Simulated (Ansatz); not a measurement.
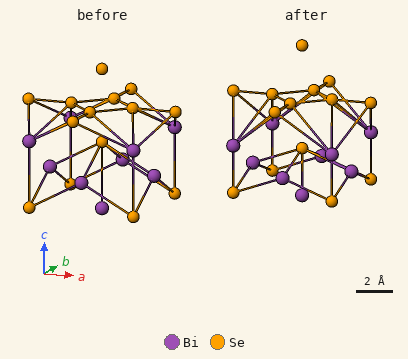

The structure of crystalline Bi₂Se₃ (built on the K2Ga3-139 type type) before (left) and after (right) a relaxation, at one scale.

The picture is a ball-and-stick view of the atoms within 5.8 Å of the atom that moves most (axes of the conventional cell (2 times the calculation's cell)), seen slightly off an axis. Lengths and directions refer to the drawn axes.

Theory: DFT, PBEsol, plane waves, PAW in Ansatz 0.2.0. (plane-wave cutoff 420 eV; k-point mesh 6 × 6 × 6; occupations fermi dirac; smearing width 0.03 eV; no spin polarisation; cell and atoms relaxed; force threshold 0.01 eV/Å; at most 120 steps)

> Summarise the run.

The largest moves relative to the cell, 0.72 Å, are those of Se atoms. Largest moves by element: Se 0.72 Å, Bi 0.66 Å. The drawn cell changes as follows: a = b 6.315 → 5.976 Å (−5.4 %), c 15.224 → 16.262 Å (+6.8 %); the volume changes by −4.3 %. Near-neighbour distances that change, for instance: Bi–Se 3.836 → 2.720 Å, Se–Se 2.812 → 3.481 Å, Bi–Se 3.584 → 3.182 Å, Se–Se 2.596 → 2.353 Å. The space group stays I4/mmm (No. 139). After 11 accepted moves (12 points after the start) the energy has fallen by 3.415 eV per cell of the calculation. Largest force component: 1.4 eV/Å at the start, 0.0036 eV/Å at the end. Pressure: −4.17 GPa at the start and 0.00 GPa at the end. The SCF was repeated once at an unchanged geometry on a basis and grid sized afresh for the cell, which shifted the energy by 1.6 meV per cell of the calculation at most.
